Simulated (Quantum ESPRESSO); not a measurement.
Single-point calculation of MnS (part 2 of 2)

Continued. System: MnS (2 atoms in the cell). Method: Kohn-Sham DFT of a periodic cell, LDA, PseudoDojo 0.4.1 SR LDA standard, spin-polarised (Quantum ESPRESSO 7.5); cutoff 1306.15 eV, 9×9×9 k-mesh, fermi-dirac of 0.05 eV, collinear spins. The structure derives from a Materials Project entry. The volume is scaled by 0.94.

Geometry of the input (Å; fractional positions):
```
0.0000  2.4230  2.4230
2.4230  0.0000  2.4230
2.4230  2.4230  0.0000
Mn 0.0000  0.0000  0.0000
S  0.7500  0.7500  0.7500
```

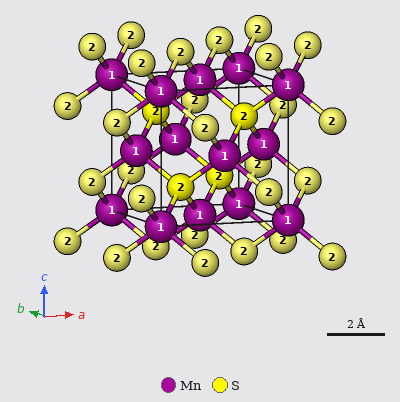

**Figure 1.** The structure (ball-and-stick view of the cell 4 times as large as that of the calculation, set on its symmetry axes, seen slightly off an axis; neighbours outside the cell are drawn fainter; atoms are numbered from 1 in the order of the input).

## Output, continued
```
          k = 0.3928 0.2357-0.2357 (  3049 PWs)   bands (ev):

   -65.7316 -34.9522 -34.9270 -34.9262  -1.7218   5.7942   7.7046   7.8843
    11.5187  11.9510  12.2263  14.3489  14.6837  18.6124  20.7678  21.7231
    22.8517  25.8386  27.0689  29.1147

          k =-0.2357-0.3928 0.3928 (  3052 PWs)   bands (ev):

   -65.7315 -34.9547 -34.9283 -34.9259  -1.5919   5.6781   7.6600   7.9161
    11.6773  11.8038  12.1189  14.2001  14.5024  18.5303  20.8699  21.5378
    23.4903  26.6936  26.8332  29.2418

          k =-0.1571-0.3143 0.3143 (  3050 PWs)   bands (ev):

   -65.7318 -34.9496 -34.9279 -34.9245  -1.8447   5.9409   7.6323   7.8912
    11.4964  11.8688  12.4892  14.2566  15.1436  18.7447  20.8976  21.4868
    22.3986  25.4312  26.7761  28.9458

          k =-0.0786-0.2357 0.2357 (  3035 PWs)   bands (ev):

   -65.7326 -34.9395 -34.9260 -34.9224  -2.3075   6.4392   7.6165   7.7959
    11.3408  11.7630  13.6377  14.6863  15.8645  18.8649  20.6956  21.1903
    21.3813  24.3856  26.1986  28.4245

          k =-0.0000-0.1571 0.1571 (  3030 PWs)   bands (ev):

   -65.7334 -34.9294 -34.9230 -34.9208  -2.7341   6.9558   7.5943   7.6630
    11.4125  11.6698  15.1331  15.1626  16.3220  18.0217  20.4479  20.9521
    21.0801  24.5312  25.5811  28.3041

          k = 0.3143 0.0000-0.0000 (  3042 PWs)   bands (ev):

   -65.7327 -34.9347 -34.9253 -34.9253  -2.3954   6.5354   7.7680   7.7680
    10.9514  11.9250  14.6904  14.6904  15.2797  17.8359  20.0092  22.5839
    22.5839  23.2478  25.8653  30.1766

          k = 0.3928 0.0786-0.0786 (  3045 PWs)   bands (ev):

   -65.7321 -34.9425 -34.9279 -34.9275  -2.0129   6.1697   7.8083   7.8991
    10.8416  12.0380  13.4593  14.1160  14.8461  18.3011  20.2297  22.3674
    23.1082  24.6889  26.0998  30.2700

          k = 0.4714 0.1571-0.1571 (  3038 PWs)   bands (ev):

   -65.7314 -34.9494 -34.9314 -34.9286  -1.6159   5.9459   7.6193   8.0062
    11.0031  12.0616  12.2641  13.8140  14.3481  18.8083  20.6574  22.6313
    22.8195  26.1710  27.0214  30.4601

          k =-0.1571-0.4714 0.4714 (  3061 PWs)   bands (ev):

   -65.7311 -34.9519 -34.9346 -34.9282  -1.4164   5.9787   7.2962   8.0527
    11.0739  11.8178  12.1036  13.8063  14.0601  18.8846  21.1145  22.3852
    23.5211  26.5791  26.8993  29.5153

          k =-0.0786-0.3928 0.3928 (  3044 PWs)   bands (ev):

   -65.7313 -34.9494 -34.9355 -34.9265  -1.5405   6.1587   7.1383   8.0302
    11.3886  11.4689  12.4534  13.4877  14.7116  19.1415  21.1478  22.0828
    22.9357  25.5900  27.0583  29.9021

          k =-0.0000-0.3143 0.3143 (  3052 PWs)   bands (ev):

   -65.7319 -34.9445 -34.9320 -34.9242  -1.9053   6.2749   7.3502   7.9343
    11.2847  11.8655  12.7992  13.8057  15.4185  19.6874  20.5233  21.6147
    21.8091  24.4989  27.3263  30.2945

          k = 0.4714 0.0000-0.0000 (  3058 PWs)   bands (ev):

   -65.7316 -34.9468 -34.9299 -34.9299  -1.7342   5.8752   8.0475   8.0475
    10.5431  12.1848  13.5165  13.5165  13.8102  17.9010  19.9332  24.5490
    24.5773  24.5773  25.6797  31.6355

          k = 0.5500 0.0786-0.0786 (  3041 PWs)   bands (ev):

   -65.7311 -34.9511 -34.9329 -34.9312  -1.4265   5.7156   7.9921   8.1700
    10.5593  12.2058  12.3803  13.2148  13.6386  18.3523  19.9428  24.3938
    24.3954  26.7448  26.7845  30.7335

          k =-0.0786-0.5500 0.5500 (  3061 PWs)   bands (ev):

   -65.7309 -34.9513 -34.9377 -34.9309  -1.2494   5.8934   7.5157   8.2080
    10.5599  11.9358  12.0004  13.4624  13.4822  18.6931  20.7962  23.5942
    24.1517  27.2089  27.3012  29.9825

          k =-0.0000-0.4714 0.4714 (  3070 PWs)   bands (ev):

   -65.7309 -34.9483 -34.9411 -34.9290  -1.2999   6.3542   6.8605   8.1526
    10.7490  11.6275  12.3520  13.2578  14.0754  18.8845  21.7682  22.8254
    23.4746  26.3305  26.4072  30.8607

          k = 0.6285 0.0000-0.0000 (  3046 PWs)   bands (ev):

   -65.7308 -34.9545 -34.9329 -34.9329  -1.2439   5.4818   8.2951   8.2951
    10.4354  12.3629  12.5063  12.7677  12.7677  18.2333  19.5054  25.5451
    26.6467  26.9121  26.9121  29.9733

          k =-0.0000-0.6285 0.6285 (  3050 PWs)   bands (ev):

   -65.7307 -34.9544 -34.9350 -34.9327  -1.1733   5.5530   8.1047   8.3092
    10.4248  11.9966  12.1701  12.9589  13.0676  18.4715  19.7529  24.8252
    25.8820  27.6955  28.2478  29.1034

          k = 0.3143 0.1571-0.0000 (  3034 PWs)   bands (ev):

   -65.7325 -34.9386 -34.9272 -34.9239  -2.2593   6.4354   7.6364   7.8226
    11.1081  11.8869  13.8531  14.3495  15.5901  18.8716  20.3164  21.0604
    22.4877  24.0794  26.2824  29.4922

          k = 0.3928 0.2357-0.0786 (  3039 PWs)   bands (ev):

   -65.7318 -34.9466 -34.9308 -34.9258  -1.8246   6.1199   7.5070   7.9464
    11.1842  11.9303  12.6500  13.8653  15.0406  19.3980  20.4389  21.3789
    22.8814  24.9230  27.1461  30.0307

          k =-0.2357-0.3928 0.5500 (  3054 PWs)   bands (ev):

   -65.7313 -34.9519 -34.9326 -34.9274  -1.5104   5.9387   7.3781   8.0045
    11.3166  11.6829  12.2279  13.7694  14.4276  19.1442  20.6087  22.1023
    23.4805  26.1225  27.1234  29.5801

          k = 0.4714 0.1571-0.0000 (  3047 PWs)   bands (ev):

   -65.7315 -34.9474 -34.9320 -34.9289  -1.6628   5.9626   7.7331   8.0518
    10.7889  12.0522  12.7021  13.4398  14.4339  18.7317  20.2321  22.3331
    24.5793  24.8737  27.1302  31.1724

          k =-0.1571-0.4714 0.6285 (  3055 PWs)   bands (ev):

   -65.7310 -34.9501 -34.9361 -34.9303  -1.3715   6.0043   7.4056   8.1320
    10.8054  11.6391  12.3254  13.2781  14.0996  19.1950  20.7628  22.2430
    24.0948  26.3579  28.0201  29.8513

          k =-0.0786-0.3928 0.5500 (  3066 PWs)   bands (ev):

   -65.7309 -34.9494 -34.9391 -34.9299  -1.2997   6.2688   6.9836   8.1370
    10.7691  11.5582  12.2859  13.3075  14.0859  19.3449  21.1729  22.5805
    23.4201  26.4131  27.5318  29.8362

          k =-0.0000-0.3143 0.4714 (  3059 PWs)   bands (ev):

   -65.7312 -34.9480 -34.9372 -34.9279  -1.4876   6.2419   7.0904   8.0768
    11.1434  11.4681  12.5246  13.2627  14.5673  19.6992  20.7161  21.7438
    23.5905  25.4903  27.4732  30.4405

          k =-0.0786-0.5500 0.7071 (  3057 PWs)   bands (ev):

   -65.7308 -34.9527 -34.9351 -34.9328  -1.2330   5.7068   7.8845   8.2475
    10.4811  11.7346  12.3943  12.8703  13.5701  18.7216  20.0393  23.8266
    25.1609  27.1723  28.6569  29.7601

          k =-0.0000-0.4714 0.6285 (  3060 PWs)   bands (ev):

   -65.7308 -34.9505 -34.9390 -34.9323  -1.1854   6.0083   7.3911   8.2239
    10.4243  11.5665  12.2793  13.0387  13.7585  19.0875  20.9486  23.1072
    23.9232  27.6699  28.0421  30.1574

          k =-0.0786-0.3928 0.7071 (  3053 PWs)   bands (ev):

   -65.7308 -34.9487 -34.9399 -34.9325  -1.2082   6.2713   7.0721   8.1866
    10.4811  11.4092  12.3762  13.0115  13.9880  19.7340  21.3380  22.1024
    23.2639  27.5277  28.7652  30.2322

 ------ SPIN DOWN ----------

          k = 0.0000 0.0000 0.0000 (  3071 PWs)   bands (ev):

   -65.7312 -34.9167 -34.9167 -34.9167  -3.1010   7.5249   7.5249   7.5249
    11.6288  11.6288  16.4910  16.4910  16.4910  16.5114  20.4596  20.4596
    20.4596  26.0658  26.0658  28.4210

          k = 0.0786 0.0786-0.0786 (  3056 PWs)   bands (ev):

   -65.7309 -34.9209 -34.9173 -34.9173  -2.9584   7.2728   7.5754   7.5754
    11.5876  11.5876  15.5594  16.3066  16.3066  17.2424  20.4454  20.7380
    20.7380  25.4626  25.4626  27.7438

          k = 0.1571 0.1571-0.1571 (  3041 PWs)   bands (ev):

   -65.7301 -34.9317 -34.9190 -34.9190  -2.5718   6.6764   7.6924   7.6924
    11.5507  11.5507  14.1809  15.8149  15.8149  18.0767  20.6027  21.2298
    21.2298  25.0414  25.0414  27.4700

          k = 0.2357 0.2357-0.2357 (  3028 PWs)   bands (ev):

   -65.7292 -34.9439 -34.9208 -34.9208  -2.0763   6.0280   7.8003   7.8003
    11.6584  11.6584  12.8991  15.1591  15.1591  18.2602  21.3606  21.3606
    21.6055  25.7429  25.7429  27.7019

          k = 0.3143 0.3143-0.3143 (  3049 PWs)   bands (ev):

   -65.7287 -34.9519 -34.9221 -34.9221  -1.7088   5.5965   7.8525   7.8525
    11.8631  11.8631  12.1510  14.6221  14.6221  18.1099  21.2805  21.2805
    22.6919  26.9408  26.9408  28.4438

          k = 0.1571 0.0000-0.0000 (  3043 PWs)   bands (ev):

   -65.7308 -34.9209 -34.9182 -34.9182  -2.9108   7.2163   7.5856   7.5856
    11.4233  11.7116  15.8948  15.8948  15.9375  17.4941  19.9957  21.0987
    21.0987  24.4970  26.0120  28.7080

          k = 0.2357 0.0786-0.0786 (  3044 PWs)   bands (ev):

   -65.7301 -34.9289 -34.9201 -34.9196  -2.6050   6.7814   7.6676   7.6823
    11.2607  11.7705  14.6416  15.3277  15.8563  18.1977  20.0903  21.3117
    21.7047  24.1023  25.7521  28.5193

          k = 0.3143 0.1571-0.1571 (  3027 PWs)   bands (ev):

   -65.7293 -34.9402 -34.9220 -34.9217  -2.1420   6.2283   7.7212   7.8019
    11.2820  11.8597  13.2069  14.7439  15.3445  18.7484  20.6080  21.4565
    21.9198  24.8797  26.1344  28.4835

          k = 0.3928 0.2357-0.2357 (  3049 PWs)   bands (ev):

   -65.7287 -34.9492 -34.9239 -34.9231  -1.7216   5.7946   7.7055   7.8852
    11.5214  11.9541  12.2284  14.3505  14.6857  18.6130  20.7687  21.7240
    22.8522  25.8392  27.0693  29.1153

          k =-0.2357-0.3928 0.3928 (  3052 PWs)   bands (ev):

   -65.7285 -34.9516 -34.9252 -34.9228  -1.5917   5.6784   7.6609   7.9170
    11.6797  11.8068  12.1214  14.2019  14.5041  18.5308  20.8709  21.5388
    23.4908  26.6940  26.8337  29.2423

          k =-0.1571-0.3143 0.3143 (  3050 PWs)   bands (ev):

   -65.7288 -34.9465 -34.9248 -34.9214  -1.8445   5.9413   7.6331   7.8922
    11.4993  11.8718  12.4912  14.2583  15.1454  18.7452  20.8985  21.4876
    22.3990  25.4320  26.7765  28.9464

          k =-0.0786-0.2357 0.2357 (  3035 PWs)   bands (ev):

   -65.7296 -34.9364 -34.9229 -34.9193  -2.3073   6.4398   7.6174   7.7969
    11.3436  11.7661  13.6394  14.6881  15.8664  18.8654  20.6961  21.1910
    21.3820  24.3866  26.1992  28.4251

          k =-0.0000-0.1571 0.1571 (  3030 PWs)   bands (ev):

   -65.7304 -34.9263 -34.9199 -34.9177  -2.7339   6.9566   7.5952   7.6640
    11.4155  11.6730  15.1347  15.1642  16.3237  18.0221  20.4485  20.9528
    21.0807  24.5322  25.5820  28.3045

          k = 0.3143 0.0000-0.0000 (  3042 PWs)   bands (ev):

   -65.7297 -34.9316 -34.9222 -34.9222  -2.3952   6.5361   7.7689   7.7689
    10.9541  11.9284  14.6921  14.6921  15.2818  17.8364  20.0100  22.5845
    22.5845  23.2486  25.8660  30.1770

          k = 0.3928 0.0786-0.0786 (  3045 PWs)   bands (ev):

   -65.7291 -34.9394 -34.9248 -34.9244  -2.0127   6.1704   7.8091   7.8999
    10.8440  12.0413  13.4610  14.1177  14.8483  18.3019  20.2306  22.3680
    23.1088  24.6894  26.1003  30.2705

          k = 0.4714 0.1571-0.1571 (  3038 PWs)   bands (ev):

   -65.7284 -34.9463 -34.9283 -34.9255  -1.6158   5.9464   7.6200   8.0070
    11.0053  12.0648  12.2661  13.8158  14.3505  18.8093  20.6581  22.6320
    22.8202  26.1715  27.0217  30.4607

          k =-0.1571-0.4714 0.4714 (  3061 PWs)   bands (ev):

   -65.7282 -34.9488 -34.9315 -34.9251  -1.4162   5.9791   7.2969   8.0535
    11.0759  11.8207  12.1060  13.8087  14.0622  18.8856  21.1151  22.3859
    23.5217  26.5796  26.8998  29.5157

          k =-0.0786-0.3928 0.3928 (  3044 PWs)   bands (ev):

   -65.7283 -34.9463 -34.9324 -34.9234  -1.5403   6.1592   7.1390   8.0311
    11.3907  11.4717  12.4560  13.4898  14.7138  19.1424  21.1485  22.0834
    22.9362  25.5908  27.0586  29.9028

          k =-0.0000-0.3143 0.3143 (  3052 PWs)   bands (ev):

   -65.7289 -34.9414 -34.9289 -34.9211  -1.9051   6.2754   7.3509   7.9353
    11.2875  11.8684  12.8010  13.8078  15.4206  19.6881  20.5238  21.6154
    21.8097  24.4998  27.3266  30.2951

          k = 0.4714 0.0000-0.0000 (  3058 PWs)   bands (ev):

   -65.7286 -34.9437 -34.9268 -34.9268  -1.7340   5.8758   8.0482   8.0482
    10.5453  12.1882  13.5183  13.5183  13.8124  17.9020  19.9345  24.5494
    24.5778  24.5778  25.6801  31.6358

          k = 0.5500 0.0786-0.0786 (  3041 PWs)   bands (ev):

   -65.7281 -34.9480 -34.9298 -34.9281  -1.4263   5.7162   7.9927   8.1707
    10.5611  12.2091  12.3824  13.2168  13.6409  18.3534  19.9440  24.3943
    24.3959  26.7451  26.7849  30.7340

          k =-0.0786-0.5500 0.5500 (  3061 PWs)   bands (ev):

   -65.7279 -34.9482 -34.9347 -34.9278  -1.2493   5.8940   7.5161   8.2088
    10.5616  11.9387  12.0027  13.4650  13.4846  18.6943  20.7971  23.5946
    24.1522  27.2094  27.3017  29.9828

          k =-0.0000-0.4714 0.4714 (  3070 PWs)   bands (ev):

   -65.7280 -34.9452 -34.9380 -34.9259  -1.2997   6.3548   6.8609   8.1534
    10.7509  11.6303  12.3544  13.2605  14.0777  18.8856  21.7688  22.8259
    23.4752  26.3312  26.4077  30.8611

          k = 0.6285 0.0000-0.0000 (  3046 PWs)   bands (ev):

   -65.7278 -34.9515 -34.9298 -34.9298  -1.2438   5.4824   8.2956   8.2956
    10.4370  12.3665  12.5088  12.7696  12.7696  18.2347  19.5069  25.5453
    26.6471  26.9125  26.9125  29.9738

          k =-0.0000-0.6285 0.6285 (  3050 PWs)   bands (ev):

   -65.7277 -34.9514 -34.9319 -34.9296  -1.1731   5.5536   8.1051   8.3097
    10.4263  11.9990  12.1731  12.9613  13.0700  18.4729  19.7542  24.8255
    25.8824  27.6959  28.2484  29.1037

          k = 0.3143 0.1571-0.0000 (  3034 PWs)   bands (ev):

   -65.7295 -34.9355 -34.9241 -34.9208  -2.2591   6.4361   7.6373   7.8235
    11.1108  11.8901  13.8546  14.3514  15.5920  18.8722  20.3171  21.0610
    22.4883  24.0802  26.2829  29.4928

          k = 0.3928 0.2357-0.0786 (  3039 PWs)   bands (ev):

   -65.7288 -34.9435 -34.9277 -34.9227  -1.8244   6.1204   7.5078   7.9472
    11.1867  11.9333  12.6520  13.8672  15.0427  19.3987  20.4397  21.3795
    22.8821  24.9237  27.1464  30.0313

          k =-0.2357-0.3928 0.5500 (  3054 PWs)   bands (ev):

   -65.7283 -34.9488 -34.9295 -34.9243  -1.5103   5.9391   7.3789   8.0054
    11.3188  11.6855  12.2306  13.7715  14.4297  19.1449  20.6096  22.1029
    23.4812  26.1231  27.1238  29.5807

          k = 0.4714 0.1571-0.0000 (  3047 PWs)   bands (ev):

   -65.7285 -34.9443 -34.9289 -34.9259  -1.6627   5.9632   7.7338   8.0526
    10.7911  12.0552  12.7043  13.4417  14.4362  18.7326  20.2331  22.3337
    24.5798  24.8743  27.1305  31.1729

          k =-0.1571-0.4714 0.6285 (  3055 PWs)   bands (ev):

   -65.7281 -34.9470 -34.9330 -34.9272  -1.3714   6.0049   7.4062   8.1327
    10.8072  11.6415  12.3284  13.2804  14.1021  19.1959  20.7635  22.2436
    24.0953  26.3584  28.0204  29.8518

          k =-0.0786-0.3928 0.5500 (  3066 PWs)   bands (ev):

   -65.7280 -34.9463 -34.9360 -34.9268  -1.2995   6.2693   6.9841   8.1377
    10.7709  11.5607  12.2886  13.3099  14.0883  19.3459  21.1736  22.5810
    23.4207  26.4137  27.5323  29.8366

          k =-0.0000-0.3143 0.4714 (  3059 PWs)   bands (ev):

   -65.7282 -34.9449 -34.9341 -34.9248  -1.4874   6.2424   7.0911   8.0776
    11.1455  11.4705  12.5274  13.2649  14.5696  19.7001  20.7167  21.7445
    23.5910  25.4911  27.4736  30.4411

          k =-0.0786-0.5500 0.7071 (  3057 PWs)   bands (ev):

   -65.7278 -34.9496 -34.9320 -34.9297  -1.2328   5.7074   7.8851   8.2480
    10.4827  11.7370  12.3975  12.8723  13.5727  18.7227  20.0405  23.8271
    25.1612  27.1728  28.6573  29.7606

          k =-0.0000-0.4714 0.6285 (  3060 PWs)   bands (ev):

   -65.7278 -34.9474 -34.9359 -34.9292  -1.1852   6.0089   7.3916   8.2245
    10.4260  11.5689  12.2823  13.0410  13.7612  19.0886  20.9495  23.1077
    23.9237  27.6704  28.0426  30.1578

          k =-0.0786-0.3928 0.7071 (  3053 PWs)   bands (ev):

   -65.7278 -34.9456 -34.9368 -34.9294  -1.2081   6.2719   7.0726   8.1871
    10.4828  11.4115  12.3794  13.0138  13.9908  19.7349  21.3387  22.1032
    23.2645  27.5282  28.7657  30.2324

     the Fermi energy is    12.4177 ev

!    total energy              =    -239.78444941 Ry
     estimated scf accuracy    <          2.2E-10 Ry
     smearing contrib. (-TS)   =      -0.00150698 Ry
     internal energy E=F+TS    =    -239.78294243 Ry

     The total energy is F=E-TS. E is the sum of the following terms:
     one-electron contribution =    -121.80730784 Ry
     hartree contribution      =      71.21926485 Ry
     xc contribution           =     -42.75784382 Ry
     ewald contribution        =    -146.43705562 Ry

     total magnetization       =     0.00 Bohr mag/cell
     absolute magnetization    =     0.00 Bohr mag/cell

     convergence has been achieved in  23 iterations

     Forces acting on atoms (cartesian axes, Ry/au):

     atom    1 type  1   force =     0.00000000    0.00000000    0.00000000
     atom    2 type  2   force =     0.00000000   -0.00000000   -0.00000000

     Total force =     0.000000     Total SCF correction =     0.000000

     Computing stress (Cartesian axis) and pressure

          total   stress  (Ry/bohr**3)                   (kbar)     P=       22.01
   0.00014959  -0.00000000  -0.00000000           22.01       -0.00       -0.00
  -0.00000000   0.00014959  -0.00000000           -0.00       22.01       -0.00
  -0.00000000  -0.00000000   0.00014959           -0.00       -0.00       22.01

=------------------------------------------------------------------------------=
   JOB DONE.
=------------------------------------------------------------------------------=
```

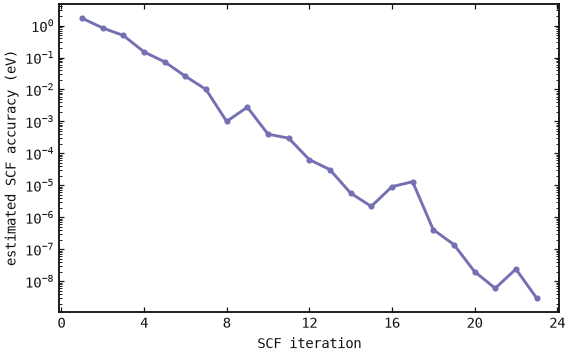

**Figure 2.** Convergence of the self-consistent field: estimated SCF accuracy against the iteration. The field takes 23 iterations in all.

## Key numbers

| quantity | value |
| --- | --- |
| outcome | converged |
| space group (tolerance 0.01 Å) | F-43m (216) |
| electrons treated | 21 |
| free energy | −3262.4336 eV |
| Fermi energy | 12.418 eV |
| gap on the k-point mesh | none (metallic) |
| net moment of the cell | 0.00 μB |
| integrated absolute moment | 0.00 μB |
| pressure | 2.20 GPa |
| largest force (length of the vector) | under 0.001 eV/Å |
| wall time | 2.5 min |
| peak memory | 0.13 GiB |
